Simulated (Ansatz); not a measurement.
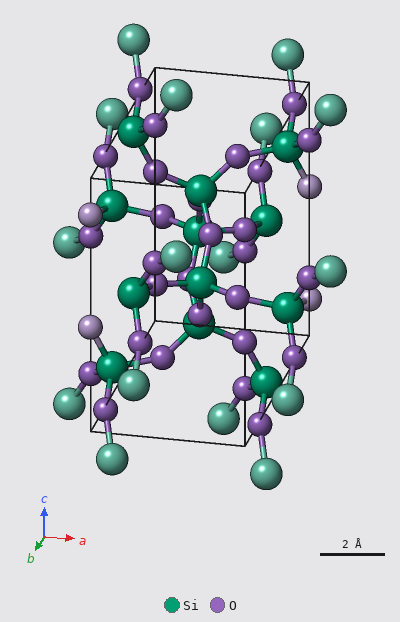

**Figure 1.** The input geometry (ball-and-stick view of the cell of the calculation, seen at an oblique angle; neighbours outside the cell are drawn fainter). An atom can appear more than once, as a periodic image. Near neighbours in the periodic cell (some may lie outside the picture): Si has 4 O at 1.61 Å; O has 2 Si at 1.61 Å.

SiO2: geometry relaxation (part 1 of 2)

The run: geometry relaxation of SiO2 (Pnnm, 24 atoms in the cell). Method and program: DFT r2SCAN, scalar-relativistic, plane waves, PAW, no spin polarisation (Ansatz 0.2.0).

The structure derives from a Materials Project entry. It belongs to a series of runs on one base structure; here: the database's cell, atoms relaxed.

### What the program printed
```
Warning: output.stress: scf.convergence.dr2_threshold = 1e-7 eV (the SCF's general default) is looser than the 2.4e-9 eV advised for a printed stress (1e-10 eV for each atom of the cell: 24). What an SCF threshold leaves in a stress goes as its square root, and in the free energy as the threshold itself, and one threshold admits the most on a small cell: of the crystals measured, under no hybrid functional and no lock of the moments, on runs that ended without the residual-converged pass, on stresses that held no estimate of that error, the worst erred by over 100 MPa in a component at 1e-7 eV an atom and by under 5 at 1e-10. Every solve of this run answers to scf.convergence.dr2_threshold, and the tensor of one is reported: a single SCF on the reported geometry and on this run's grids (its basis.xc_grid and basis.ecutrho_ratio typed), with scf.convergence.dr2_threshold at 2.4e-9 eV or tighter, prints it and tightens no other solve. Else set scf.convergence.dr2_threshold to 2.4e-9 eV or tighter. The threshold is an SCF's pass mark: one that does not reach it within its budget of iterations ends unconverged, or closes short of it on a stop that the run arms, and scf.convergence.dr2_threshold's page says what that costs each kind of run
Engine: ansatz 0.2.0, x86_64-unknown-linux-gnu
Pseudopotentials: kind: paw
Pseudopotential: Si, paw, valence charge 4, recommended cutoff 500 eV (meta_gga), Si.paw.azcp
Pseudopotential: O, paw, valence charge 6, recommended cutoff 500 eV (meta_gga), O.paw.azcp
Functional definition: r2SCAN
  parameter k0 = 0.174
  parameter k1 = 0.065
  parameter a1 = 4.9479
  exchange = r2scan_x(k0 = k0, k1 = k1, a1 = a1)
  correlation = r2scan_c
Crystal: 24 atoms, lattice volume = 376.128 Å³
Basis set: ecut = 500 eV, 9543 PW (Γ), exchange–correlation on 160×256×256 points (64 copies of the dense FFT grid, shifted against one another)
Bands: 88, of which v1, the nominal top of the filled ones, is band 64 counted from 1 (63 counted from 0)
Symmetry: 8 space group operations
Space group: Pnnm (ITA 58), of the structure as read, at distance tolerance 7.2e-5 Å
k-points: 36 of 96
Non-local potential: Si, projectors of the file, l = 0: 2, l = 1: 2, l = 2: 2
Non-local potential: O, projectors of the file, l = 0: 2, l = 1: 2, l = 2: 1
PAW form: soft (Blöchl's): semilocal exchange-correlation on the pseudo side does not see the compensation charge
PAW frozen core: Si, regenerated for the run's functional (the file was generated under x = pbe(κ = 0.804, μ = 0.2195149727645171), c = pbe(β = 0.06672455060314922))
PAW frozen core: O, regenerated for the run's functional (the file was generated under x = pbe(κ = 0.804, μ = 0.2195149727645171), c = pbe(β = 0.06672455060314922))
PAW one-centre angular grid: Si, 302 points (default); XC on 160 Gauss nodes
PAW one-centre angular grid: O, 302 points (default); XC on 160 Gauss nodes
Initial density: superposition of atomic densities (neutral atoms: chi_scale 0, normalization atom), corrected by the library's trained network
Initial wavefunctions: pseudopotential atomic-orbital guess
Functional: x = r2scan, c = r2scan; τ floored in thin density (d = 2e-4 eV/Å³)
SCF iter   1: F=—  HF=-14239.860062 eV  |F-HF|=—  |Δ(HF+E_count)|=         —  Δρ=6.69e-3  dr2=1.67e-1  dr2_τ=2.13e0  ethr=1.77e-3  ⟨swp⟩=7.3  Hψ=16241  notcnv=0  defer=259
preconditioner: auto → Resta (q_TF=auto, 2.280 Å⁻¹)  ε∞=2.5  [insulator: Δε(μ)=6.377 eV  Ē_g=17.864 eV  σ=0.020 eV  W_gap=1.00  n_scr=74 (ndim 8)  ℏωp=21.7 eV  f_vac=0.281  D(μ)=0.00/eV (n_scr^D=0)  ε∞_Penn≈2.5]
SCF iter   2: F=—  HF=-14240.529910 eV  |F-HF|=—  |Δ(HF+E_count)|=   6.70e-1  Δρ=4.24e-3  dr2=4.31e-2  dr2_τ=3.88e-3  ethr=1.31e-4  ⟨swp⟩=3.0  Hψ=6350  notcnv=0  defer=677
SCF iter   3: F=—  HF=-14240.526584 eV  |F-HF|=—  |Δ(HF+E_count)|=   3.33e-3  Δρ=7.32e-4  dr2=1.74e-3  dr2_τ=4.56e-4  ethr=3.37e-5  ⟨swp⟩=2.8  Hψ=4473  notcnv=0  defer=677
SCF iter   4: F=—  HF=-14240.526874 eV  |F-HF|=—  |Δ(HF+E_count)|=   2.91e-4  Δρ=2.41e-4  dr2=1.26e-4  dr2_τ=2.35e-5  ethr=1.36e-6  ⟨swp⟩=2.0  Hψ=5064  notcnv=0  defer=677
SCF iter   5: F=—  HF=-14240.526874 eV  |F-HF|=—  |Δ(HF+E_count)|=   9.92e-8  Δρ=7.32e-5  dr2=9.93e-6  dr2_τ=1.85e-6  ethr=9.86e-8  ⟨swp⟩=2.0  Hψ=4566  notcnv=0  defer=677
SCF iter   6: F=-14240.526890 eV  HF=-14240.526889 eV  |F-HF|=9.11e-7  |Δ(HF+E_count)|=   1.47e-5  Δρ=1.98e-5  dr2=1.65e-6  dr2_τ=6.08e-8  ethr=1.95e-9  ⟨swp⟩=14.5  Hψ=18750  notcnv=0
SCF 1 converged in 6 iterations: F = -14240.526890 eV  dr2 = 1.65e-6
  greatest PAW one-centre occupation: 0.869 electrons in one spin orbital (limit 2), on the O atom at site 23 (counted from 0), in its partial waves of l = 0
relax step   1: F+E_penalty+E_count = -14240.52688978 eV  Δ(F+E_penalty+E_count) = +0.000e0 eV  max|allowed force component| = 2.718e-2 eV/Å  Δτ_max = 0.0000 Å  (6 SCF iters, dr2 threshold 2.50e-6 eV, accepted)
Initial density: handed on by an earlier stage of this run
Initial wavefunctions: those handed on with the density
iter 1 solved again at ethr=1.42e-8 eV; its pass at ethr=3.10e-3 eV (dr2=1.82e-5 eV) is discarded
SCF iter   1: F=—  HF=-14240.526991 eV  |F-HF|=—  |Δ(HF+E_count)|=         —  Δρ=8.99e-5  dr2=1.98e-5  dr2_τ=2.43e-4  ethr=1.42e-8  ⟨swp⟩=2.9  Hψ=9777  notcnv=0  defer=417
preconditioner: auto → Resta (q_TF=auto, 2.280 Å⁻¹)  ε∞=2.5  [insulator: Δε(μ)=6.320 eV  Ē_g=17.774 eV  σ=0.020 eV  W_gap=1.00  n_scr=74 (ndim 8)  ℏωp=21.7 eV  f_vac=0.282  D(μ)=0.00/eV (n_scr^D=0)  ε∞_Penn≈2.5]
SCF iter   2: F=—  HF=-14240.527005 eV  |F-HF|=—  |Δ(HF+E_count)|=   1.34e-5  Δρ=5.16e-5  dr2=6.64e-6  dr2_τ=3.80e-7  ethr=1.42e-8  ⟨swp⟩=2.0  Hψ=4718  notcnv=0  defer=417
SCF iter   3: F=—  HF=-14240.527005 eV  |F-HF|=—  |Δ(HF+E_count)|=   9.14e-8  Δρ=1.77e-5  dr2=7.63e-7  dr2_τ=1.49e-7  ethr=5.19e-9  ⟨swp⟩=2.0  Hψ=4351  notcnv=0  defer=417
SCF iter   4: F=-14240.527005 eV  HF=-14240.527005 eV  |F-HF|=4.08e-8  |Δ(HF+E_count)|=   6.96e-8  Δρ=5.93e-6  dr2=7.87e-8  dr2_τ=5.72e-9  ethr=7.81e-11  ⟨swp⟩=8.0  Hψ=16371  notcnv=0
SCF 2 converged in 4 iterations: F = -14240.527005 eV  dr2 = 7.87e-8
relax step   2: F+E_penalty+E_count = -14240.52700463 eV  Δ(F+E_penalty+E_count) = -1.149e-4 eV  max|allowed force component| = 2.309e-2 eV/Å  Δτ_max = 0.0008 Å  (4 SCF iters, accepted)
SCF iter   1: F=—  HF=-14240.526771 eV  |F-HF|=—  |Δ(HF+E_count)|=         —  Δρ=4.53e-4  dr2=5.23e-4  dr2_τ=8.62e-3  ethr=4.50e-6  ⟨swp⟩=2.9  Hψ=6525  notcnv=0  defer=678
preconditioner: auto → Resta (q_TF=auto, 2.280 Å⁻¹)  ε∞=2.5  [insulator: Δε(μ)=6.320 eV  Ē_g=17.770 eV  σ=0.020 eV  W_gap=1.00  n_scr=74 (ndim 8)  ℏωp=21.7 eV  f_vac=0.282  D(μ)=0.00/eV (n_scr^D=0)  ε∞_Penn≈2.5]
SCF iter   2: F=—  HF=-14240.527215 eV  |F-HF|=—  |Δ(HF+E_count)|=   4.44e-4  Δρ=2.68e-4  dr2=1.97e-4  dr2_τ=8.30e-6  ethr=4.08e-7  ⟨swp⟩=2.0  Hψ=6119  notcnv=0  defer=678
SCF iter   3: F=—  HF=-14240.527173 eV  |F-HF|=—  |Δ(HF+E_count)|=   4.20e-5  Δρ=1.06e-4  dr2=2.69e-5  dr2_τ=4.88e-6  ethr=1.54e-7  ⟨swp⟩=2.0  Hψ=4538  notcnv=0  defer=678
SCF iter   4: F=—  HF=-14240.527375 eV  |F-HF|=—  |Δ(HF+E_count)|=   2.03e-4  Δρ=4.48e-5  dr2=4.01e-6  dr2_τ=3.62e-7  ethr=2.10e-8  ⟨swp⟩=2.0  Hψ=4156  notcnv=0  defer=678
SCF iter   5: F=—  HF=-14240.527377 eV  |F-HF|=—  |Δ(HF+E_count)|=   1.18e-6  Δρ=2.12e-5  dr2=1.48e-6  dr2_τ=1.73e-7  ethr=3.13e-9  ⟨swp⟩=2.0  Hψ=4654  notcnv=0  defer=678
SCF iter   6: F=—  HF=-14240.527376 eV  |F-HF|=—  |Δ(HF+E_count)|=   3.69e-7  Δρ=7.46e-6  dr2=1.67e-7  dr2_τ=6.15e-9  ethr=1.16e-9  ⟨swp⟩=2.0  Hψ=3964  notcnv=0  defer=678
SCF iter   7: F=-14240.527376 eV  HF=-14240.527376 eV  |F-HF|=2.82e-10  |Δ(HF+E_count)|=   5.04e-8  Δρ=1.69e-6  dr2=7.69e-9  dr2_τ=1.09e-9  ethr=7.81e-11  ⟨swp⟩=11.4  Hψ=15341  notcnv=0
SCF 3 converged in 7 iterations: F = -14240.527376 eV  dr2 = 7.69e-9
relax step   3: F+E_penalty+E_count = -14240.52737610 eV  Δ(F+E_penalty+E_count) = -3.715e-4 eV  max|allowed force component| = 1.591e-2 eV/Å  Δτ_max = 0.0056 Å  (7 SCF iters, accepted)
SCF iter   1: F=—  HF=-14240.520758 eV  |F-HF|=—  |Δ(HF+E_count)|=         —  Δρ=1.57e-3  dr2=5.97e-3  dr2_τ=1.07e-1  ethr=4.87e-5  ⟨swp⟩=3.9  Hψ=6709  notcnv=0  defer=678
preconditioner: auto → Resta (q_TF=auto, 2.280 Å⁻¹)  ε∞=2.5  [insulator: Δε(μ)=6.320 eV  Ē_g=17.769 eV  σ=0.020 eV  W_gap=1.00  n_scr=74 (ndim 8)  ℏωp=21.7 eV  f_vac=0.282  D(μ)=0.00/eV (n_scr^D=0)  ε∞_Penn≈2.5]
SCF iter   2: F=—  HF=-14240.528173 eV  |F-HF|=—  |Δ(HF+E_count)|=   7.41e-3  Δρ=9.45e-4  dr2=2.34e-3  dr2_τ=1.04e-4  ethr=4.66e-6  ⟨swp⟩=2.6  Hψ=6169  notcnv=0  defer=678
SCF iter   3: F=—  HF=-14240.527736 eV  |F-HF|=—  |Δ(HF+E_count)|=   4.37e-4  Δρ=4.26e-4  dr2=4.37e-4  dr2_τ=6.05e-5  ethr=1.83e-6  ⟨swp⟩=2.0  Hψ=4771  notcnv=0  defer=678
SCF iter   4: F=—  HF=-14240.527677 eV  |F-HF|=—  |Δ(HF+E_count)|=   5.95e-5  Δρ=2.08e-4  dr2=8.88e-5  dr2_τ=7.48e-6  ethr=3.41e-7  ⟨swp⟩=2.0  Hψ=3930  notcnv=0  defer=678
SCF iter   5: F=—  HF=-14240.527879 eV  |F-HF|=—  |Δ(HF+E_count)|=   2.03e-4  Δρ=4.12e-5  dr2=4.61e-6  dr2_τ=6.56e-7  ethr=6.94e-8  ⟨swp⟩=2.0  Hψ=4309  notcnv=0  defer=678
SCF iter   6: F=—  HF=-14240.527880 eV  |F-HF|=—  |Δ(HF+E_count)|=   1.01e-6  Δρ=1.32e-5  dr2=5.02e-7  dr2_τ=2.77e-8  ethr=3.60e-9  ⟨swp⟩=2.0  Hψ=4704  notcnv=0  defer=678
SCF iter   7: F=-14240.527880 eV  HF=-14240.527880 eV  |F-HF|=2.69e-8  |Δ(HF+E_count)|=   1.70e-8  Δρ=4.54e-6  dr2=5.47e-8  dr2_τ=7.78e-9  ethr=9.38e-11  ⟨swp⟩=13.4  Hψ=17749  notcnv=0
SCF 4 converged in 7 iterations: F = -14240.527880 eV  dr2 = 5.47e-8
  greatest PAW one-centre occupation: 0.869 electrons in one spin orbital (limit 2), on the O atom at site 20 (counted from 0), in its partial waves of l = 0
relax step   4: F+E_penalty+E_count = -14240.52788025 eV  Δ(F+E_penalty+E_count) = -5.041e-4 eV  max|allowed force component| = 9.194e-3 eV/Å  Δτ_max = 0.0185 Å  (7 SCF iters, dr2 threshold 1.20e-7 eV, accepted)
iter 1 solved again at ethr=4.30e-11 eV; its pass at ethr=3.10e-3 eV (dr2=5.50e-8 eV) is discarded
SCF iter   1: F=—  HF=-14240.527880 eV  |F-HF|=—  |Δ(HF+E_count)|=         —  Δρ=4.54e-6  dr2=5.47e-8  dr2_τ=7.77e-9  ethr=4.30e-11  ⟨swp⟩=1.0  Hψ=7632  notcnv=0
preconditioner: auto → Resta (q_TF=auto, 2.280 Å⁻¹)  ε∞=2.5  [insulator: Δε(μ)=6.320 eV  Ē_g=17.768 eV  σ=0.020 eV  W_gap=1.00  n_scr=74 (ndim 8)  ℏωp=21.7 eV  f_vac=0.281  D(μ)=0.00/eV (n_scr^D=0)  ε∞_Penn≈2.5]
SCF iter   2: F=-14240.527880 eV  HF=-14240.527880 eV  |F-HF|=5.33e-9  |Δ(HF+E_count)|=   8.42e-9  Δρ=7.77e-7  dr2=3.81e-9  dr2_τ=1.31e-9  ethr=4.27e-11  ⟨swp⟩=4.0  Hψ=9591  notcnv=0
SCF 5 converged in 2 iterations: F = -14240.527880 eV  dr2 = 3.81e-9
relax step   5: F+E_penalty+E_count = -14240.52788027 eV  Δ(F+E_penalty+E_count) = -2.374e-8 eV  max|allowed force component| = 9.163e-3 eV/Å  Δτ_max = 0.0000 Å  (2 SCF iters, accepted)
iter 1 solved again at ethr=2.97e-12 eV; its pass at ethr=3.10e-3 eV (dr2=3.80e-9 eV) is discarded
SCF iter   1: F=—  HF=-14240.527880 eV  |F-HF|=—  |Δ(HF+E_count)|=         —  Δρ=7.76e-7  dr2=3.81e-9  dr2_τ=1.30e-9  ethr=2.97e-12  ⟨swp⟩=1.9  Hψ=10675  notcnv=0
SCF iter   2: F=-14240.527880 eV  HF=-14240.527880 eV  |F-HF|=2.80e-9  |Δ(HF+E_count)|=   3.15e-9  Δρ=4.63e-7  dr2=1.63e-9  dr2_τ=3.56e-11  ethr=2.97e-12  ⟨swp⟩=2.1  Hψ=5637  notcnv=0
SCF 6 converged in 2 iterations: F = -14240.527880 eV  dr2 = 1.63e-9
```

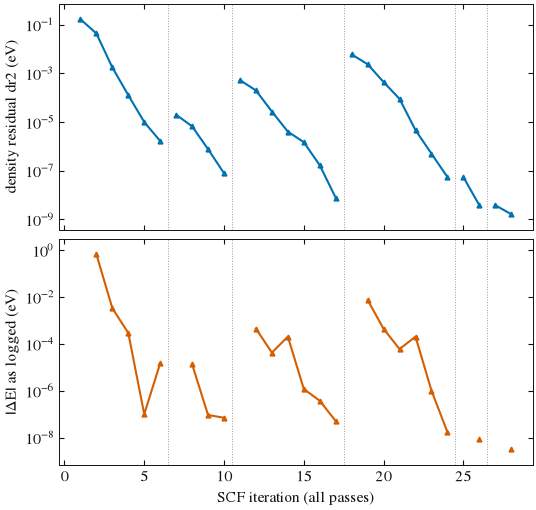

**Figure 2.** Convergence of the self-consistent field: density residual dr2 and size of the energy change against the SCF iteration. Dotted lines part the SCF passes that the log prints in full.

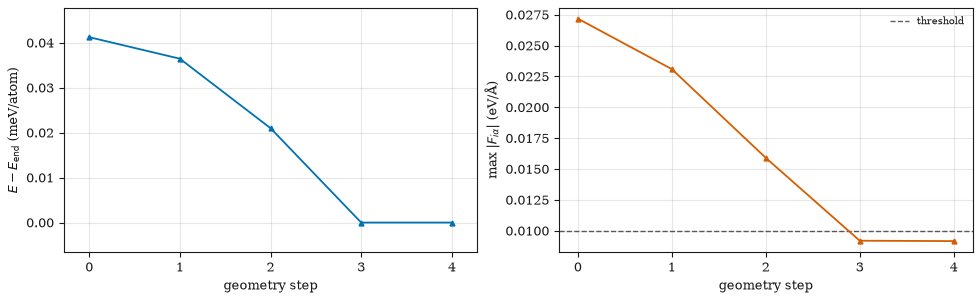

**Figure 3.** Progress of the relaxation, step by step (the first geometry is step 0 here and step 1 in the log).

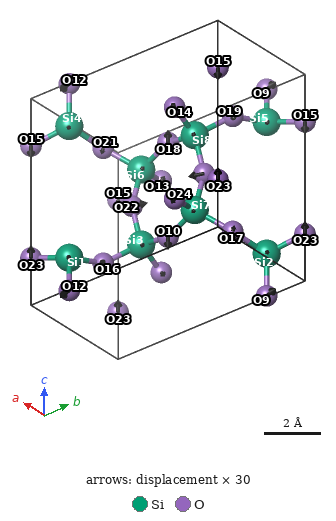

**Figure 4.** The starting structure with the displacements as black arrows, magnified 30 times (ball-and-stick view of the cell of the calculation, seen at an oblique angle). The largest moves, 0.021 Å, are those of O9, O11, O12 and O22. Largest moves by element: O 0.021 Å, Si 0.005 Å. The lattice vectors keep their values. The space group stays Pnnm (No. 58). After 4 geometry steps the energy has fallen by next to nothing (0.0 meV per atom). Largest force component: 0.027 eV/Å at the start, 0.0092 eV/Å at the end. (Atoms are counted from 1 in the order of the input.)

```
SCF converged after 2 iterations
Free energy (F): -14240.527880 eV
Harris-Foulkes:  -14240.527880 eV  (|F-HF|=2.80e-9)
Internal energy: -14240.527880 eV  (E = F + TS)
E sigma→0 (E₀):  -14240.527880 eV
Fermi energy:    3.329775 eV
--- Per-component energies (eV) ---
  E_band       = -898.591800
  E_kinetic    = 3241.554859
  E_local      = -10049.925863  (includes V_loc(G=0)·N_el)
  E_nonlocal   = 944.042226
  E_hartree    = 3793.690838
  E_xc         = -1600.016625
  E_vxc        = -2118.731470  (∫ρ·V_xc dr)
  E_paw        = -6735.615343  (= ΣΔE_a)
  E_vpaw       = -636.971234  (= ΣTr[D̂ρ^β])
  E_aug_tail   = 0.016620  (compensation charges beyond the density's cutoff)
  E_vtau       = 134.040926  (kinetic-family band-sum trace: ∫τ·v_τ [+ j·A + Jᵃ·Aᵃ] dr)
  E_ewald      = -3833.152074
  E_core_change = -1.122519  (= ΣΔE_core)
  E_smearing   = -0.000000  (= −TS)
  E_closure    = -0.000000  (closes the sum)
  Σ components = -14240.527880   (vs F -14240.527880, Δ=0.00e0)
--- Forces (eV/Å), atoms counted from 1 ---
  atom   1  Si     0.00117056    -0.00709043    -0.00916306
  atom   2  Si    -0.00117056     0.00709043    -0.00916306
  atom   3  Si     0.00117056     0.00709043     0.00916306
  atom   4  Si     0.00117056    -0.00709043     0.00916306
  atom   5  Si    -0.00117056     0.00709043     0.00916306
  atom   6  Si     0.00117056     0.00709043    -0.00916306
  atom   7  Si    -0.00117056    -0.00709043     0.00916306
  atom   8  Si    -0.00117056    -0.00709043    -0.00916306
  atom   9  O      0.00308673    -0.00239128     0.00000000
  atom  10  O      0.00000000    -0.00000000    -0.00350743
  atom  11  O      0.00308673     0.00239128     0.00000000
  atom  12  O     -0.00308673     0.00239128     0.00000000
  atom  13  O     -0.00086729    -0.00149718     0.00068159
  atom  14  O      0.00086729     0.00149718     0.00068159
  atom  15  O      0.00000000     0.00000000    -0.00350743
  atom  16  O     -0.00086729     0.00149718     0.00068159
  atom  17  O      0.00086729    -0.00149718     0.00068159
  atom  18  O      0.00000000     0.00000000     0.00350743
  atom  19  O      0.00086729    -0.00149718    -0.00068159
  atom  20  O     -0.00086729    -0.00149718    -0.00068159
  atom  21  O     -0.00086729     0.00149718    -0.00068159
  atom  22  O     -0.00308673    -0.00239128    -0.00000000
  atom  23  O      0.00000000    -0.00000000     0.00350743
  atom  24  O      0.00086729     0.00149718    -0.00068159
  max |Σ_I F_I| component: 2.82e-18 eV/Å
--- Stress (GPa, compression-positive) ---
        0.043877       0.000000      -0.000000
        0.000000       0.149628      -0.000000
       -0.000000      -0.000000      -0.184498
  P = ⅓ Tr σ = 0.0030 GPa (0.030 kbar)
--- Band table (eV; the first three rows and the last of 36) ---
  k-point 0: bands = ["-20.2302", "-19.7996", "-19.7939", "-19.3596", "-19.3493", "-18.7876", "-18.7845", "-18.2344", "-18.1952", "-18.1848", "-18.1695", "-18.1649", "-18.1633", "-18.1602", "-18.1483", "-18.1474", "-9.4096", "-8.3820", "-8.3630", "-7.2341", "-7.1910", "-6.4115", "-6.1829", "-5.6641", "-5.5713", "-5.5323", "-5.4874", "-5.3085", "-5.3022", "-5.1998", "-5.0062", "-4.9613", "-3.1289", "-3.1053", "-2.7652", "-2.7584", "-2.6537", "-2.5861", "-2.2974", "-2.0877", "-2.0851", "-2.0459", "-1.9123", "-1.7414", "-1.6757", "-1.6570", "-1.6468", "-1.6161", "-1.5245", "-1.4596", "-1.3041", "-1.2681", "-1.2193", "-1.0570", "-0.9693", "-0.8006", "-0.6669", "-0.6430", "-0.6224", "-0.3276", "-0.1829", "-0.1352", "0.0294", "0.1244", "6.4896", "8.9097", "8.9134", "8.9459", "9.2178", "9.7321", "10.2276", "10.4376", "10.5079", "10.6332", "10.7822", "10.8763", "11.1416", "11.1817", "11.2555", "11.4064", "11.4440", "11.4479", "11.5419", "11.9607", "12.4748", "12.5462", "12.6786", "12.7234"]
```
